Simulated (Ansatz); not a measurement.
# Geometry relaxation, with input and output: GaN (part 2 of 2)

Continued. System: GaN (F-43m, 2 atoms in the cell). Method: DFT, PBE, PAW with Ansatz's default frozen-core files, scalar-relativistic, no spin polarisation (Ansatz 0.2.0); cutoff 420 eV, 13×13×13 k-mesh, Fermi–Dirac smearing of 0.02 eV. The structure was built on a prototype by a generator; it need not be a known phase. It belongs to a series of runs on one base structure; here: bulk cell relaxed.

**The program's output, continued**
```
relax step   8: F+E_penalty+E_count = -4167.90766202 eV  Δ(F+E_penalty+E_count) = +2.692e-5 eV  max|allowed force component| = 6.014e-17 eV/Å  Δτ_max = 0.0000 Å  P = +0.001 GPa  Ω = 23.526 Å³  energy of the carried Pulay correction = -4.389e-4 eV  (6 SCF iters, accepted)
iter 1 solved again at ethr=1.77e-8 eV; its pass at ethr=3.10e-3 eV (dr2=3.18e-6 eV) is discarded
SCF iter   1: F=—  HF=-4167.908000 eV  |F-HF|=—  |Δ(HF+E_count)|=         —  Δρ=2.72e-5  dr2=2.86e-8  ethr=1.77e-8  ⟨swp⟩=3.2  Hψ=9046  notcnv=0
preconditioner: auto → none  [insulator: Δε(μ)=1.541 eV  Ē_g=18.547 eV  σ=0.020 eV  W_gap=1.00  n_scr=8 (ndim 8)  ℏωp=32.5 eV  f_vac=0.002  D(μ)=0.00/eV (n_scr^D=0)  ε∞_Penn≈4.1]
SCF iter   2: F=—  HF=-4167.908006 eV  |F-HF|=—  |Δ(HF+E_count)|=   5.60e-6  Δρ=1.39e-5  dr2=7.72e-9  ethr=1.59e-10  ⟨swp⟩=2.0  Hψ=1801  notcnv=0
SCF iter   3: F=—  HF=-4167.908006 eV  |F-HF|=—  |Δ(HF+E_count)|=   2.04e-8  Δρ=2.75e-6  dr2=5.24e-10  ethr=4.29e-11  ⟨swp⟩=2.0  Hψ=1848  notcnv=0
SCF iter   4: F=—  HF=-4167.908006 eV  |F-HF|=—  |Δ(HF+E_count)|=  3.55e-11  Δρ=7.62e-7  dr2=3.95e-11  ethr=2.91e-12  ⟨swp⟩=2.0  Hψ=1848  notcnv=0
iter 5 did not close the SCF: its close was put off for the readings that it lacked (scf_convergence_deferred on its scf_iter line)
SCF iter   5: F=-4167.908006 eV  HF=-4167.908006 eV  |F-HF|=9.09e-13  |Δ(HF+E_count)|=  4.82e-11  Δρ=8.83e-8  dr2=4.49e-13  ethr=1.00e-12  ⟨swp⟩=1.0  Hψ=1092  notcnv=0
SCF iter   6: F=-4167.908006 eV  HF=-4167.908006 eV  |F-HF|=1.82e-12  |Δ(HF+E_count)|=    0.00e0  Δρ=6.54e-9  dr2=5.82e-15  ethr=1.00e-12  ⟨swp⟩=3.0  Hψ=4032  notcnv=0
SCF 9 converged in 6 iterations: F = -4167.908006 eV  dr2 = 5.82e-15
relax step   9: F+E_penalty+E_count = -4167.90800592 eV  Δ(F+E_penalty+E_count) = -3.439e-4 eV  max|allowed force component| = 4.395e-17 eV/Å  Δτ_max = 0.0000 Å  P = +0.007 GPa  Ω = 23.526 Å³  stress off target by 6.92e-3 GPa  SCF on the basis re-selected at this cell (its energy is not comparable with the rows above)  (6 SCF iters)
```

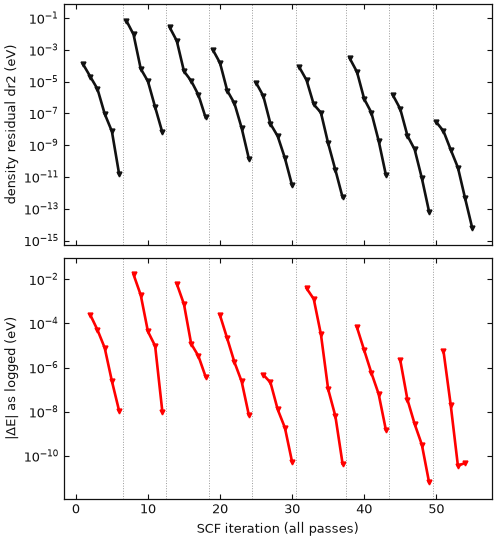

Fig. 1: Convergence of the self-consistent field: density residual dr2 and size of the energy change against the SCF iteration. The dotted lines part the SCF passes of the relaxation: geometry steps, rejected trials and re-solves on a re-selected basis. The 9 passes take 6 to 7 iterations each, 55 in all.

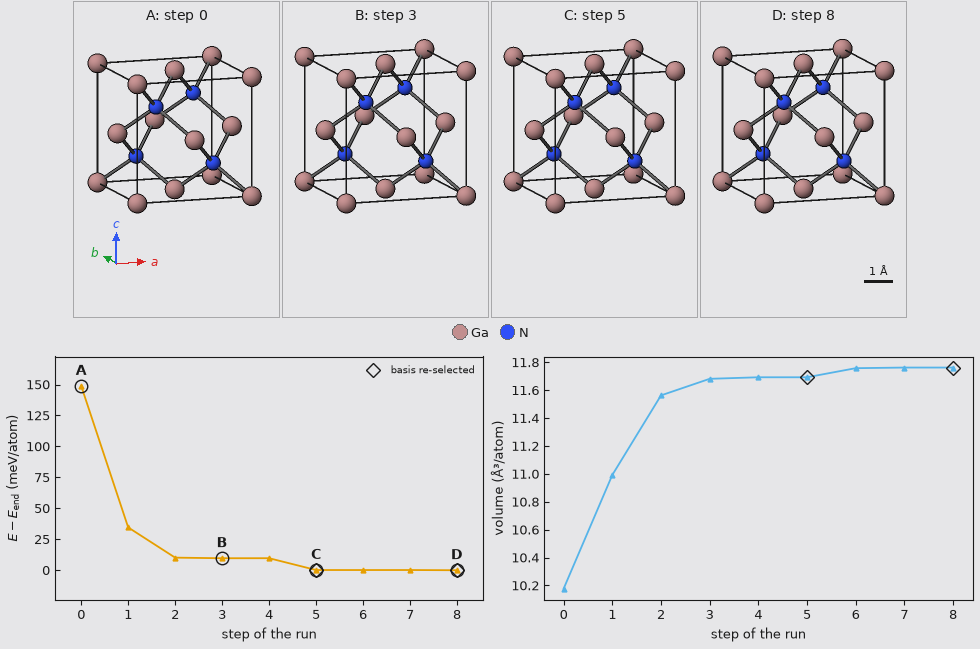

Fig. 2: Frames of the relaxation (ball-and-stick view of the cell 4 times as large as that of the calculation, set on its symmetry axes, seen slightly off an axis) above the curves, on which the letters mark them (the first geometry is step 0 here and step 1 in the log).

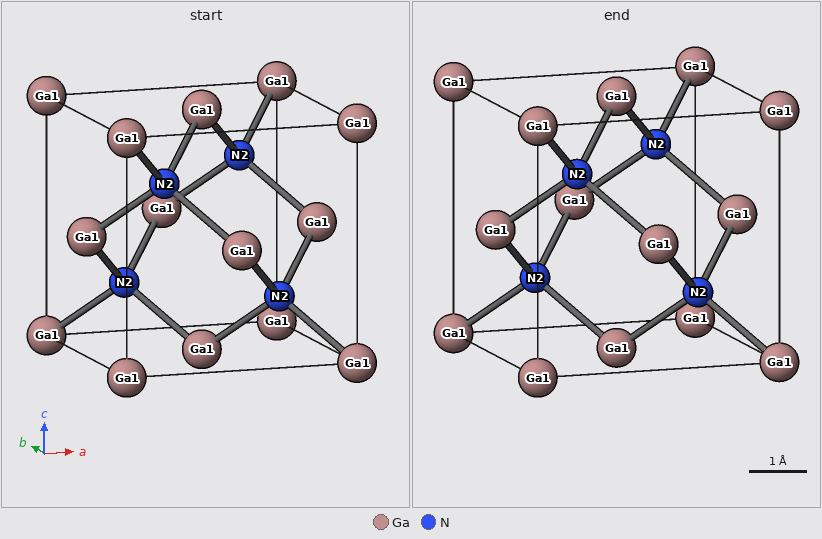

Fig. 3: Before (left) and after (right) the relaxation, at one scale (ball-and-stick view of the cell 4 times as large as that of the calculation, set on its symmetry axes, seen slightly off an axis). After 6 geometry steps the energy has fallen by 149 meV per atom. All forces vanish by symmetry, so only the cell relaxes. The pressure goes from 34.22 to 0.01 GPa. The basis was re-selected once at an unchanged geometry, which shifts the energy a little without any move. No atom moves by more than 0.005 Å relative to the cell. The volume changes by +15.6 %, with a = b = c 4.334 → 4.548 Å (+4.9 %). Among the contacts that change: Ga1–N2 1.877 → 1.970 Å. The space group stays F-43m (No. 216). The energy change given includes the shifts at the re-selections in mid-walk, which come without any move. A last SCF at the same geometry on a re-selected plane-wave basis shifts the energy by −0.2 meV per atom. (Atoms are counted from 1 in the order of the input.)

```
basis re-selected at this cell: Δ(F+E_penalty+E_count) = -3.439e-4 eV, ΔP = +0.006 GPa vs the last step (what re-selecting the basis moved, of the pressure what is left beyond the Pulay correction that the steps carried, after the strain that the cell walked since its last selection, with what the two solves' SCF thresholds leave and, on support functions, any second-order correction that the steps lacked; it is no measure of the basis error at this ecutwfc). This SCF's stress stands 6.92e-3 GPa from its target on what of the cell is left free (relax.cell.stress_tol is 5.00e-2 GPa) and its largest allowed force component is 4.39e-17 eV/Å (relax.f_tol is 5.00e-3 eV/Å): within both
SCF converged after 6 iterations
Free energy (F): -4167.908006 eV
Harris-Foulkes:  -4167.908006 eV  (|F-HF|=1.82e-12)
Internal energy: -4167.908006 eV  (E = F + TS)
E sigma→0 (E₀):  -4167.908006 eV
Fermi energy:    10.022537 eV
--- Per-component energies (eV) ---
  E_band       = -12.266102
  E_kinetic    = 246.000261
  E_local      = -1971.447790  (includes V_loc(G=0)·N_el)
  E_nonlocal   = 474.230851
  E_hartree    = 904.989549
  E_xc         = -128.406611
  E_vxc        = -133.612437  (∫ρ·V_xc dr)
  E_paw        = -2120.317775  (= ΣΔE_a)
  E_vpaw       = -437.416114  (= ΣTr[D̂ρ^β])
  E_aug_tail   = 0.000031  (compensation charges beyond the density's cutoff)
  E_ewald      = -1572.956522
  E_smearing   = -0.000000  (= −TS)
  E_closure    = -0.000000  (closes the sum)
  Σ components = -4167.908006   (vs F -4167.908006, Δ=0.00e0)
--- Forces (eV/Å), atoms counted from 1 ---
  atom   1  Ga     0.00000000    -0.00000000    -0.00000000
  atom   2  N     -0.00000000    -0.00000000     0.00000000
  max |Σ_I F_I| component: 3.24e-17 eV/Å
--- Stress (GPa, compression-positive) ---
        0.006918      -0.000000       0.000000
       -0.000000       0.006918      -0.000000
       -0.000000       0.000000       0.006918
  P = ⅓ Tr σ = 0.0069 GPa (0.069 kbar)
--- Band table (eV; the first three rows and the last of 84) ---
  k-point 0: bands = ["-6.4634", "-4.2273", "-4.2273", "-4.2273", "-3.9368", "-3.9368", "9.2380", "9.2380", "9.2380", "10.7789", "19.3767", "19.3767", "19.3767"]
  k-point 1: bands = ["-6.4018", "-4.2198", "-4.2198", "-4.2035", "-3.9376", "-3.9376", "8.4914", "9.1758", "9.1758", "11.3887", "19.0592", "19.4746", "19.4746"]
  k-point 2: bands = ["-6.2358", "-4.2002", "-4.2002", "-4.1152", "-3.9382", "-3.9382", "7.1942", "9.0102", "9.0102", "12.2733", "18.4351", "19.6876", "19.6876"]
  k-point 83: bands = ["-5.5248", "-4.0928", "-4.0661", "-3.9348", "-3.9217", "-2.0173", "3.6244", "5.4914", "6.0592", "15.3763", "17.2471", "19.1651", "20.4955"]
--- Relaxed structure (7 steps of the walk, 7 accepted, 2 SCFs on fresh bases) ---
  F+E_penalty+E_count = -4167.90800592 eV   max|allowed force component| = 4.395e-17 eV/Å   (the final SCF, on the basis selected at the relaxed cell)
  cell:  # Å, volume = 23.5256 Å³
    - [-6.530804385681222e-34, 2.2742431744233356, 2.2742431744233356]
    - [2.2742431744233356, 2.8071725551600702e-33, 2.2742431744233356]
    - [2.2742431744233356, 2.2742431744233356, 5.0236593894696516e-33]
  atoms:
    - { symbol: Ga, position: [-7.077327379380776e-34, 6.188611318660627e-34, 6.994010248688262e-34] }
    - { symbol: N, position: [0.25, 0.25, 0.25] }
```

**File rho_z.tsv**
```
# z_ang	rho[e/angstrom^3]
# format = ansatz-planar-average/11
# lattice	-0.000000000	2.274243174	2.274243174
# lattice	2.274243174	0.000000000	2.274243174
# lattice	2.274243174	2.274243174	0.000000000
# sites	2
# site	31	0.000000000	-0.000000000	-0.000000000
# site	7	1.137121587	1.137121587	1.137121587
0.000000	2.136351e0
0.134011	2.002814e0
0.268022	1.612580e0
0.402033	1.225562e0
0.536044	9.760342e-1
0.670055	8.433814e-1
0.804066	7.620091e-1
0.938077	6.888634e-1
1.072089	6.068156e-1
1.206100	5.132177e-1
1.340111	4.157785e-1
1.474122	3.283652e-1
1.608133	2.599533e-1
1.742144	2.110231e-1
1.876155	1.795488e-1
2.010166	1.636361e-1
2.144177	1.628618e-1
2.278188	1.799346e-1
2.412199	2.224273e-1
2.546210	3.123383e-1
2.680221	4.975795e-1
2.814232	8.410183e-1
2.948243	1.349549e0
3.082254	1.871333e0
```

**File v_z.tsv**
```
# z_ang	v_es[eV]	v_tot[eV]
# format = ansatz-planar-average/11
# xc	pbe
# density_cutoff_ev	1680
# datasets	Ga=:simpson_from_first_knot:soft	N=:simpson_from_first_knot:soft
# lattice	-0.000000000	2.274243174	2.274243174
# lattice	2.274243174	0.000000000	2.274243174
# lattice	2.274243174	2.274243174	0.000000000
# sites	2
# site	31	0.000000000	-0.000000000	-0.000000000
# site	7	1.137121587	1.137121587	1.137121587
0.000000	2.614120e0	-1.013961e1
0.134011	1.640987e0	-1.154319e1
0.268022	5.168220e-1	-1.293436e1
0.402033	-4.974306e-1	-1.402972e1
0.536044	-1.117141e0	-1.453953e1
0.670055	-1.092013e0	-1.422599e1
0.804066	-2.749511e-1	-1.299822e1
0.938077	1.309976e0	-1.092003e1
1.072089	3.442150e0	-8.217581e0
1.206100	5.755548e0	-5.273098e0
1.340111	7.926916e0	-2.431252e0
1.474122	9.747867e0	6.670425e-2
1.608133	1.099996e1	1.949959e0
1.742144	1.151899e1	2.996013e0
1.876155	1.140833e1	3.226772e0
2.010166	1.087491e1	2.819012e0
2.144177	9.917663e0	1.852967e0
2.278188	8.641551e0	4.343366e-1
2.412199	7.298616e0	-1.324424e0
2.546210	6.091566e0	-3.225317e0
2.680221	5.108450e0	-5.004756e0
2.814232	4.342626e0	-6.543860e0
2.948243	3.763729e0	-7.830910e0
3.082254	3.279669e0	-8.936215e0
```

**Trajectory as extended XYZ (Å, eV, eV/Å), 9 frames, from step=1 to step=9**
```
2
Lattice="0.0000 2.1671 2.1671 2.1671 0.0000 2.1671 2.1671 2.1671 0.0000" Properties=species:S:1:pos:R:3:forces:R:3 step=1 energy=-4167.61038 pressure_GPa=34.22
Ga    0.0000    0.0000    0.0000    0.0000   0.0000   0.0000
N     1.0835    1.0835    1.0835    0.0000   0.0000   0.0000
2
Lattice="0.0000 2.2235 2.2235 2.2235 0.0000 2.2235 2.2235 2.2235 0.0000" Properties=species:S:1:pos:R:3:forces:R:3 step=2 energy=-4167.83883 pressure_GPa=13.05
Ga    0.0000    0.0000    0.0000    0.0000   0.0000   0.0000
N     1.1117    1.1117    1.1117    0.0000   0.0000   0.0000
2
Lattice="0.0000 2.2613 2.2613 2.2613 0.0000 2.2613 2.2613 2.2613 0.0000" Properties=species:S:1:pos:R:3:forces:R:3 step=3 energy=-4167.88765 pressure_GPa=2.14
Ga    0.0000    0.0000    0.0000    0.0000   0.0000   0.0000
N     1.1306    1.1306    1.1306    0.0000   0.0000   0.0000
2
Lattice="0.0000 2.2690 2.2690 2.2690 0.0000 2.2690 2.2690 2.2690 0.0000" Properties=species:S:1:pos:R:3:forces:R:3 step=4 energy=-4167.88862 pressure_GPa=0.18
Ga    0.0000    0.0000    0.0000    0.0000   0.0000   0.0000
N     1.1345    1.1345    1.1345    0.0000   0.0000   0.0000
2
Lattice="0.0000 2.2697 2.2697 2.2697 0.0000 2.2697 2.2697 2.2697 0.0000" Properties=species:S:1:pos:R:3:forces:R:3 step=5 energy=-4167.88857 pressure_GPa=0.00
Ga    0.0000    0.0000    0.0000    0.0000   0.0000   0.0000
N     1.1349    1.1349    1.1349    0.0000   0.0000   0.0000
2
Lattice="0.0000 2.2697 2.2697 2.2697 0.0000 2.2697 2.2697 2.2697 0.0000" Properties=species:S:1:pos:R:3:forces:R:3 step=6 energy=-4167.90765 pressure_GPa=1.04
Ga    0.0000    0.0000    0.0000    0.0000   0.0000   0.0000
N     1.1349    1.1349    1.1349    0.0000   0.0000   0.0000
2
Lattice="0.0000 2.2740 2.2740 2.2740 0.0000 2.2740 2.2740 2.2740 0.0000" Properties=species:S:1:pos:R:3:forces:R:3 step=7 energy=-4167.90769 pressure_GPa=0.07
Ga    0.0000    0.0000    0.0000    0.0000   0.0000   0.0000
N     1.1370    1.1370    1.1370    0.0000   0.0000   0.0000
2
Lattice="0.0000 2.2742 2.2742 2.2742 0.0000 2.2742 2.2742 2.2742 0.0000" Properties=species:S:1:pos:R:3:forces:R:3 step=8 energy=-4167.90766 pressure_GPa=0.00
Ga    0.0000    0.0000    0.0000    0.0000   0.0000   0.0000
N     1.1371    1.1371    1.1371    0.0000   0.0000   0.0000
2
Lattice="0.0000 2.2742 2.2742 2.2742 0.0000 2.2742 2.2742 2.2742 0.0000" Properties=species:S:1:pos:R:3:forces:R:3 step=9 energy=-4167.90801 pressure_GPa=0.01
Ga    0.0000    0.0000    0.0000    0.0000   0.0000   0.0000
N     1.1371    1.1371    1.1371    0.0000   0.0000   0.0000
```

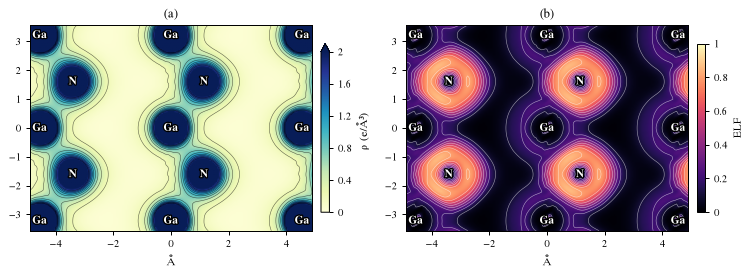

Fig. 4: (a) valence pseudo-density; (b) electron localisation function on the (110) plane of the conventional cell. Ga–N (1.97 Å): the density is about 0.71 e/Å³ at the midpoint; the ELF is about 0.45 at the midpoint. Away from the nuclei the density in this plane falls to 0.03 e/Å³ at its lowest. The fields are those of the smooth PAW valence density.

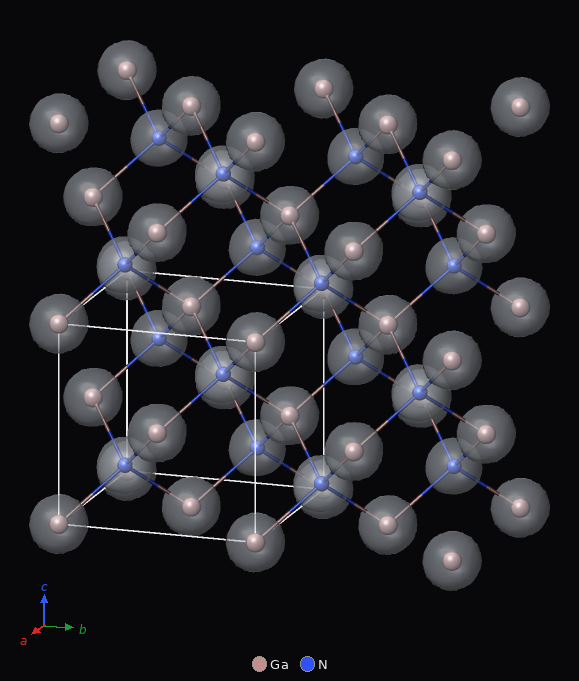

Fig. 5: Isosurface of the valence pseudo-density at 1.5 e/Å³ (grey), seen slightly off an axis. Sticks mark near contacts. The outline is the cell set on symmetry axes. At this value the density breaks into separate islands; it holds about 60 % of the electrons treated as valence (semicore included). It is pinched off along the Ga–N (1.97 Å) contacts. On the grid the lowest density along these lines, outside the cores, is 0.7 e/Å³ (Ga–N, 1.97 Å).

The run was set up as follows.

**Input file**
```yaml
crystal:
  lattice:
    - [0.0, 2.1670925389, 2.1670925389]
    - [2.1670925389, 0.0, 2.1670925389]
    - [2.1670925389, 2.1670925389, 0.0]
  atoms:
    - { symbol: Ga, position: [0.0, 0.0, 0.0] }
    - { symbol: "N", position: [0.25, 0.25, 0.25] }
kpoints:
  mp_grid: { grid: [13, 13, 13] }
scf:
  occupations: { method: fermi_dirac, width: 0.02 }
hamiltonian:
  xc: pbe
  pseudopotentials: { kind: paw }
output:
  forces: true
  stress: true
  write_density: true
  write_potential: true
  elf: true
  volumetric_format: npy
relax:
  f_tol: 0.005
  max_steps: 40
  cell: {}
```

Launched with:
```bash
ansatz run input.yaml --threads 1 --pin off --max-ram 3584MiB --backend cpu --events-out ev --progress --plain --runs-dir out
```

**Results in brief**

| quantity | value |
| --- | --- |
| outcome | converged |
| space group (tolerance 0.01 Å) | F-43m (216) |
| electrons treated | 18 |
| free energy | −4167.9080 eV |
| Fermi energy | 10.023 eV |
| gap on the k-point mesh | 1.54 eV |
| pressure | 0.01 GPa |
| final volume | 23.53 Å³ |
| largest force (length of the vector) at the end | under 0.001 eV/Å |
| final cell | a = 3.216 Å, b = 3.216 Å, c = 3.216 Å, α = 60.00°, β = 60.00°, γ = 60.00° |
| hardware | 1 thread of Intel Xeon @ 2.50GHz (Skylake/Cascade Lake), 32 GiB of memory available, shared host |
| wall time | 41 s |
| peak memory | 0.39 GiB |
